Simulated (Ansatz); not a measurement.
## Electronic structure of Zn$_{2}$Ga$_{2}$O$_{3}$ in real space

```
Zn Ga O
1.0
     3.05574   -0.00085    0.00104
    -1.52672    2.64773    0.00774
    -0.03216   -0.17360   12.40813
Zn Ga O
2 2 3
Direct
  0.22474 0.45677 0.66082
  0.56341 0.13124 0.82457
  0.91355 0.82209 0.32259
  0.23852 0.47723 0.07678
  0.90841 0.81462 0.17031
  0.24865 0.49127 0.37438
  0.56939 0.14011 0.00554
```

Space group P1; a generated structure, not necessarily the stable one; changed on purpose from its base cell (volume × 0.97, shape and atoms relaxed).

These are results of DFT PBE, scalar-relativistic, plane waves, PAW (Ansatz 0.2.0), not measurements.

Core electrons are frozen (PAW), and the valence fields are smoothed inside the atomic spheres.

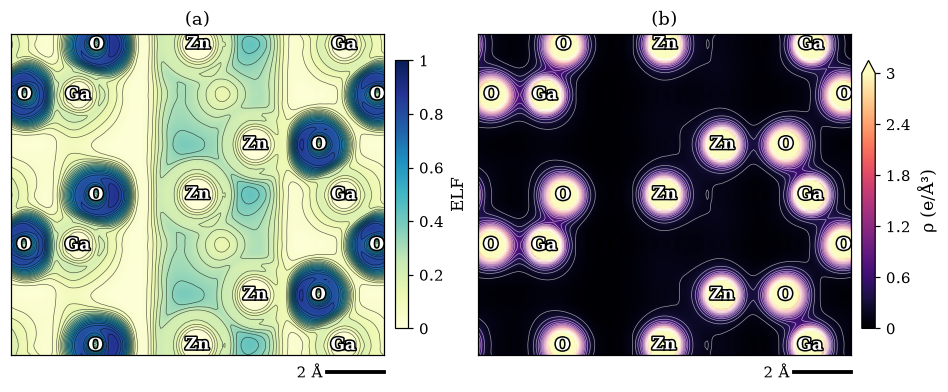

Figure 1. (a) ELF; (b) valence charge density (pseudo) on the (110) plane of the conventional cell.

### Describe what can be read from this map.

The section cuts through Zn, Ga and O sites.
Ga–O (1.88 Å): ρ is about 0.77 e/Å³ halfway; the ELF peaks at about 0.80 in the valence shell of O, 0.6 Å from its nucleus, and is about 0.35 at the midpoint.
Zn–O (2.25 Å): the density is about 0.32 e/Å³ at the midpoint; the ELF peaks at about 0.85 in the valence shell of O, 0.6 Å from its nucleus, and drops to about 0.10 between the two atoms: no localised pair shows between them.
Ga–O (1.97 Å): ρ is about 0.64 e/Å³ halfway; the ELF peaks at about 0.85 in the valence shell of O, 0.6 Å from its nucleus, and is about 0.35 at the midpoint.
Ga–O (2.11 Å): the density is about 0.46 e/Å³ at the midpoint; the ELF peaks at about 0.85 in the valence shell of O, 0.6 Å from its nucleus, and is about 0.25 at the midpoint; no localised pair shows between them.
The density dies away to nearly zero in the voids.
The ELF also peaks beside O, away from the bonds: lone-pair regions.

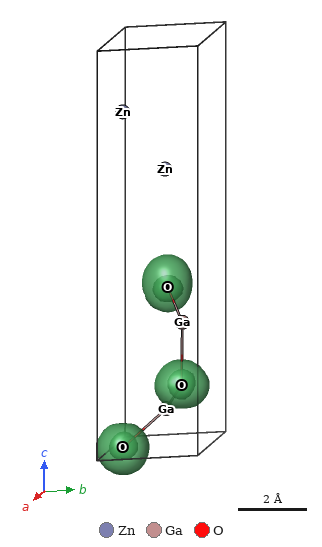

Figure 2. Isosurface of the electron localisation function at 0.75 (green), seen slightly off an axis. Only the valence region is drawn (cores and ρ < 0.01 e/Å³ removed). Sticks mark near contacts.

### What do the ELF domains correspond to?

The ELF exceeds this value in three regions wrapped around O (the valence shell of each), counted in one cell of 7 atoms. Regions shared between cells count once.

### Does the calculation give a band gap?

It is metallic or semimetallic at this level of theory: no gap opens.
